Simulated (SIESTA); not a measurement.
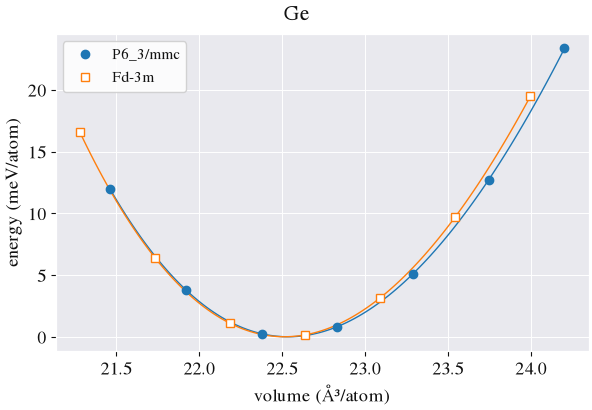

The figure shows the energy against volume, with one curve for each structure, for Ge. Each energy curve has its own zero, so the curves don't rank the structures.

Computed with SIESTA 5.4.2: DFT in numerical atomic orbitals with pseudopotentials, no spin polarisation; energies at scaled volumes of the given cell, shape and fractions fixed, counted from the fit's minimum, third-order Birch-Murnaghan fit. Level: LDA.

| setting | value |
| --- | --- |
| occupations | Fermi–Dirac |
| smearing width | 0.05 eV |
| potentials | PseudoDojo 0.4 standard, converted to PSML, two zetas on semicore shells |

Settings that differ: P6_3/mmc: k mesh 8×8×4; Fd-3m: k mesh 8×8×8.

Give the values behind the plot as a table.

P6_3/mmc:
```json
{"volume (Å³/atom)": "21.46", "energy (meV/atom)": "11.97"}
{"volume (Å³/atom)": "21.92", "energy (meV/atom)": "3.78"}
{"volume (Å³/atom)": "22.38", "energy (meV/atom)": "0.26"}
{"volume (Å³/atom)": "22.83", "energy (meV/atom)": "0.83"}
{"volume (Å³/atom)": "23.29", "energy (meV/atom)": "5.09"}
{"volume (Å³/atom)": "23.75", "energy (meV/atom)": "12.71"}
{"volume (Å³/atom)": "24.20", "energy (meV/atom)": "23.36"}
```

Fd-3m:
```json
{"volume (Å³/atom)": "21.28", "energy (meV/atom)": "16.59"}
{"volume (Å³/atom)": "21.73", "energy (meV/atom)": "6.38"}
{"volume (Å³/atom)": "22.19", "energy (meV/atom)": "1.11"}
{"volume (Å³/atom)": "22.64", "energy (meV/atom)": "0.17"}
{"volume (Å³/atom)": "23.09", "energy (meV/atom)": "3.14"}
{"volume (Å³/atom)": "23.54", "energy (meV/atom)": "9.70"}
{"volume (Å³/atom)": "24.00", "energy (meV/atom)": "19.48"}
```

Caveats: mulliken charges of long orbitals; shape and atomic fractions are frozen while scaling, which makes layered, chain and framework solids too stiff.
